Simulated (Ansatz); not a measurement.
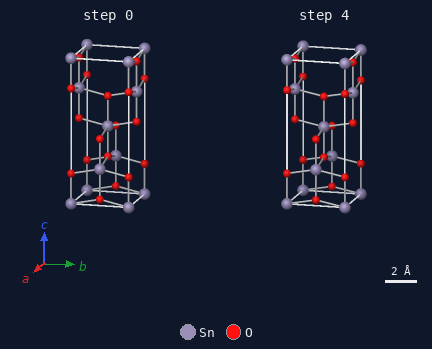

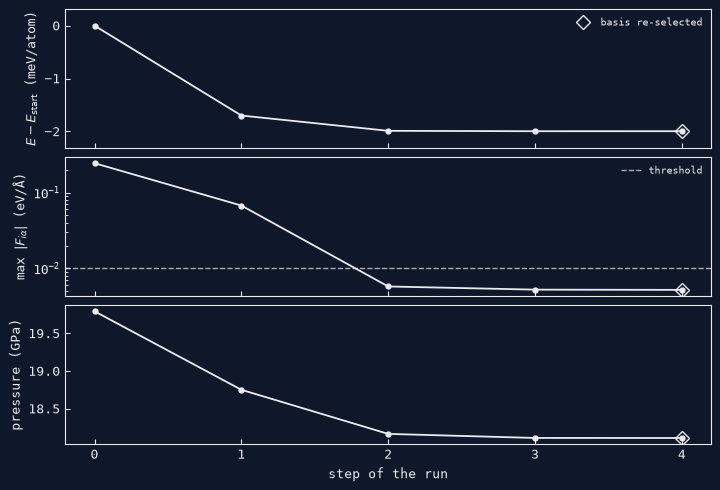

First and last geometry of a relaxation of a crystal of SnO2 (set up in I4_1/amd), with the history of the run. Style: ball-and-stick. Shown: the conventional cell (2 times the calculation's cell), slightly off an axis. Lengths and directions refer to the drawn axes.

Case: volume × 0.91, shape and atoms relaxed.

Computed with DFT r2SCAN, scalar-relativistic, plane waves, PAW in Ansatz.

The input:
```yaml
crystal:
  lattice:
    - [-1.9491720284, 1.9491720284, 4.8859661434]
    - [1.9491720284, -1.9491720284, 4.8859661434]
    - [1.9491720284, 1.9491720284, -4.8859661434]
  atoms:
    - { symbol: Sn, position: [0.75, 0.25, 0.5] }
    - { symbol: Sn, position: [0.0, 0.0, 0.0] }
    - { symbol: O, position: [0.7922808695, 0.7922808695, 0.0] }
    - { symbol: O, position: [0.9577191305, 0.4577191305, 0.5] }
    - { symbol: O, position: [0.2077191305, 0.2077191305, 0.0] }
    - { symbol: O, position: [0.5422808695, 0.0422808695, 0.5] }
basis:
  ecutwfc: 500
kpoints:
  mp_grid: { grid: [10, 10, 10] }
hamiltonian:
  xc: r2scan
scf:
  occupations: { method: gaussian, width: 0.02 }
output:
  forces: true
  stress: true
  eigenvalues: true
relax:
  adjacent_minimum: "off"
  f_tol: 0.01
  max_steps: 30
  cell: { stress_tol: 0.1, fix: [volume] }
```

Launched with:
```bash
ansatz run input.yaml --threads 1 --pin off --max-ram 2560MiB --backend cpu --events-out ev --progress --plain --runs-dir out
```

Did the run converge, and what did it change?

Answer. It converged. The largest moves relative to the cell, 0.029 Å, are those of O3, O4, O5 and O6. O6 goes along −c. Sn stays in place. The drawn cell changes at constant volume: a = b 3.898 → 3.919 Å (+0.5 %), c 9.772 → 9.669 Å (−1.1 %). Among the contacts that change: Sn1–O4 2.030 → 2.037 Å. The space group stays I4_1/amd (No. 141). Over 3 accepted moves (4 points after the start) the energy falls by 2.0 meV per atom. The largest force component goes from 0.25 to 0.0052 eV/Å. Pressure: 19.79 GPa at the start and 18.11 GPa at the end. At 1 point the geometry stayed and the basis and grid were re-selected for the new cell (energy shift of less than 0.05 meV per atom at most each time).

```csv
step,"E − E(0), meV/atom","largest force component, eV/Å","pressure, GPa",note
0,0.00,0.2455,19.79,
1,-1.70,0.0676,18.75,
2,-1.99,0.0058,18.16,
3,-2.00,0.0052,18.11,
4,-2.00,0.0052,18.11,"same geometry, new basis"
```
